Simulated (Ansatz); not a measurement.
```
B N
1.0
     1.66118    1.66118    0.00000
    -1.66118    1.66118    0.00000
     0.00000    0.00000    4.31907
B N
2 2
Direct
  0.00000 0.00000 0.00000
  0.50000 0.50000 0.50000
  0.00000 0.50000 0.25000
  0.50000 0.00000 0.75000
```

Space group I-4m2; a structure from a database of computed crystals, not necessarily the ambient phase.

Computed with Ansatz, DFT PBE, scalar-relativistic, plane waves, PAW.

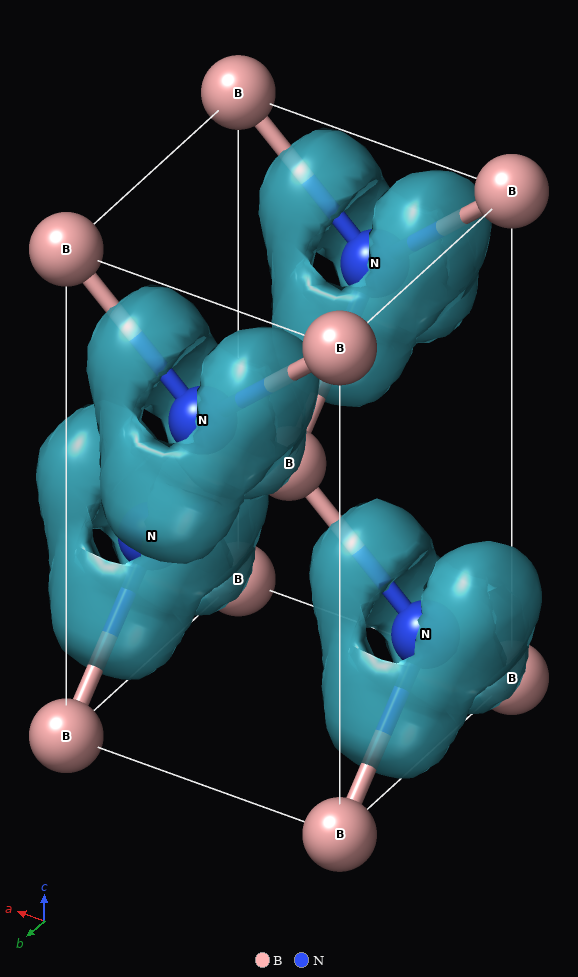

BN. Isosurface of the ELF at 0.75 (cyan), seen at an oblique angle. Only the valence region is drawn (cores and ρ < 0.01 e/Å³ removed). Sticks mark near contacts.

Core electrons are frozen (PAW), and the valence fields are smoothed inside the atomic spheres.

**Where are the electrons localised?**

At this value the surface marks out two regions on N in which the atom's valence shell and bonds are merged, counted in one cell of 4 atoms. Regions shared between cells count once.

Values along the shortest contacts:
B–N (1.60 Å): the ELF peaks at about 0.90 between the atoms; a shared but strongly polarised pair.
